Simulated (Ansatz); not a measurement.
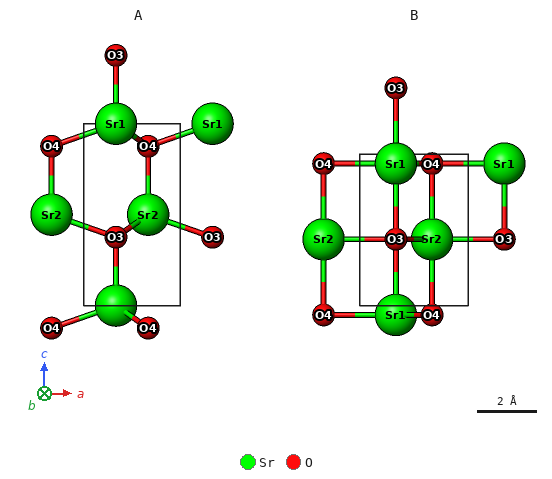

Two geometries of crystalline SrO (a generated structure, set up in P6_3mc), drawn at one scale. One is the start of a relaxation, the other its converged end. A ball-and-stick model of the cell of the calculation, seen along the b axis.

These are results of DFT, PBE, PAW with Ansatz's default frozen-core files, scalar-relativistic in Ansatz 0.2.0, not measurements. Set-up: plane-wave cutoff 420 eV; k-point mesh 12 × 12 × 7; occupations fermi dirac; smearing width 0.05 eV; no spin polarisation; cell and atoms relaxed; force threshold 0.005 eV/Å; at most 80 steps.

### Which geometry has the lower energy?

Structure B is the relaxed one. Case: cell and atoms relaxed from a first guess. The largest moves relative to the cell, 0.32 Å, are those of Sr1, Sr2, O3 and O4. O4 goes along +c. By element the largest moves are O 0.32 Å, Sr 0.32 Å. Cell: a = b 3.822 → 4.290 Å (+12.2 %), c 6.231 → 5.185 Å (−16.8 %). Volume +4.8 %. Some distances before and after: Sr1–O3 3.888 → 2.592 Å, Sr1–O3 (another image) 2.343 → 2.592 Å, Sr1–Sr2 3.818 → 3.585 Å, Sr1–O4 2.338 → 2.477 Å. New bonds form: Sr1–O3 (3.89 → 2.59 Å), Sr2–O4 (3.89 → 2.59 Å). Among the angles between lasting bonds that change: O3–Sr1–O4 109.3° → 90.0°, Sr1–O3–Sr2 109.3° → 90.0°, O4–Sr1–O4 109.6° → 120.0°. The space group (tolerance 0.01 Å) goes from P6_3mc (No. 186) to P6_3/mmc (No. 194). The energy falls by 121 meV per atom in 12 accepted moves (17 points after the start). The largest force component goes from 0.11 to 0.00016 eV/Å. The pressure goes from 8.86 to 0.00 GPa. The line search rejected the trial steps at points 7, 10 of the run. The SCF was repeated 3 times at an unchanged geometry on a basis and grid sized afresh for the cell, which shifted the energy by 18.2 meV per atom at most.
